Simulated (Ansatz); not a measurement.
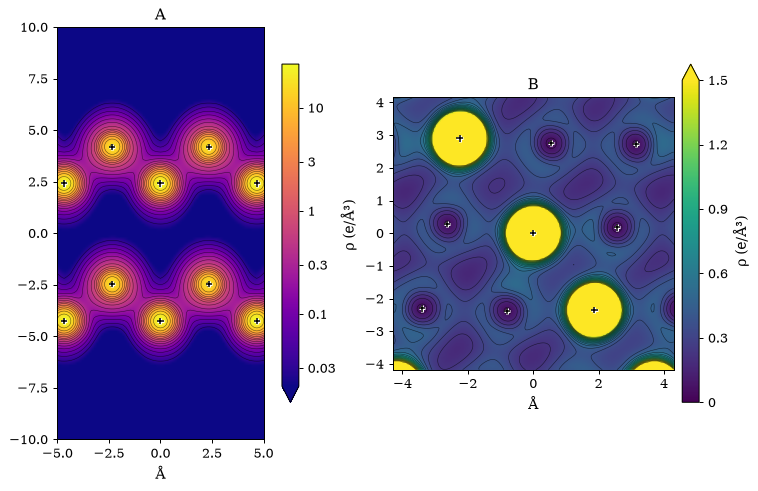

The valence charge density (pseudo) of 2 systems, each on a plane through atoms (crosses mark nuclei in the plane).

Computed with DFT PBE, scalar-relativistic, plane waves, PAW (Ansatz).

System 1: CdTe (slab), the (100) plane of the calculation cell, a cut from vacuum to vacuum. 

```cif
data_structure
_symmetry_space_group_name_H-M 'P 1'
_symmetry_Int_Tables_number 1
_cell_length_a 4.6792
_cell_length_b 4.6792
_cell_length_c 26.5804
_cell_angle_alpha 90.000
_cell_angle_beta 90.000
_cell_angle_gamma 90.000
_cell_volume 581.97
loop_
_atom_site_label
_atom_site_type_symbol
_atom_site_fract_x
_atom_site_fract_y
_atom_site_fract_z
_atom_site_occupancy
Te1 Te 0.00000 0.50000 0.28264 1
Cd1 Cd 0.50000 0.50000 0.34083 1
Te2 Te 0.50000 0.00000 0.40771 1
Cd2 Cd 0.00000 0.00000 0.46637 1
Te3 Te 0.00000 0.50000 0.53252 1
Cd3 Cd 0.50000 0.50000 0.59174 1
Te4 Te 0.50000 0.00000 0.65883 1
Cd4 Cd 0.00000 0.00000 0.71936 1
```

System 2: Si9W5 (cell with a defect), the (110) plane of the calculation cell. 

```yaml
crystal:
  lattice:
    - [0.00000, 0.00000, 7.86683]
    - [-4.84349, 4.84349, 3.93341]
    - [-4.84349, -4.84349, 3.93341]
  atoms:
    - { symbol: Si, position: [0.99428, 0.32180, 0.34309] }
    - { symbol: Si, position: [0.69899, 0.93644, 0.30628] }
    - { symbol: Si, position: [0.30989, 0.01511, 0.03662] }
    - { symbol: Si, position: [0.01042, 0.98413, 0.68077] }
    - { symbol: Si, position: [0.32794, 0.66327, 0.33424] }
    - { symbol: Si, position: [0.99061, 0.66613, 0.99876] }
    - { symbol: Si, position: [0.66053, 0.33068, 0.00164] }
    - { symbol: Si, position: [0.27669, 0.35868, 0.72851] }
    - { symbol: Si, position: [0.69670, 0.62825, 0.64974] }
    - { symbol: Si, position: [0.32728, 0.35347, 0.31147] }
    - { symbol: Si, position: [0.98961, 0.99303, 0.34808] }
    - { symbol: Si, position: [0.65944, 0.00086, 0.99967] }
    - { symbol: Si, position: [0.40826, 0.13591, 0.52904] }
    - { symbol: Si, position: [0.66361, 0.64420, 0.33096] }
    - { symbol: Si, position: [0.32209, 0.65325, 0.01172] }
    - { symbol: Si, position: [0.97387, 0.33391, 0.02071] }
    - { symbol: Si, position: [0.66578, 0.31679, 0.67187] }
    - { symbol: Si, position: [0.99507, 0.66524, 0.66404] }
    - { symbol: W, position: [0.99706, 0.32166, 0.67710] }
    - { symbol: W, position: [0.67971, 0.99502, 0.66986] }
    - { symbol: W, position: [0.33092, 0.98783, 0.34325] }
    - { symbol: W, position: [0.96103, 0.01208, 0.03175] }
    - { symbol: W, position: [0.33994, 0.63315, 0.65284] }
    - { symbol: W, position: [0.00235, 0.65158, 0.33279] }
    - { symbol: W, position: [0.65799, 0.32271, 0.34215] }
    - { symbol: W, position: [0.32182, 0.33212, 0.01333] }
    - { symbol: W, position: [0.65488, 0.66603, 0.99891] }
    - { symbol: W, position: [0.34956, 0.89847, 0.76645] }
```

> Match each panel to its system.

Panel A is system 1, CdTe: the plane holds Cd and Te. Cd–Te (2.94 Å): ρ at the midpoint is about 0.28 e/Å³. Panel B is system 2, Si9W5: the plane holds Si and W.
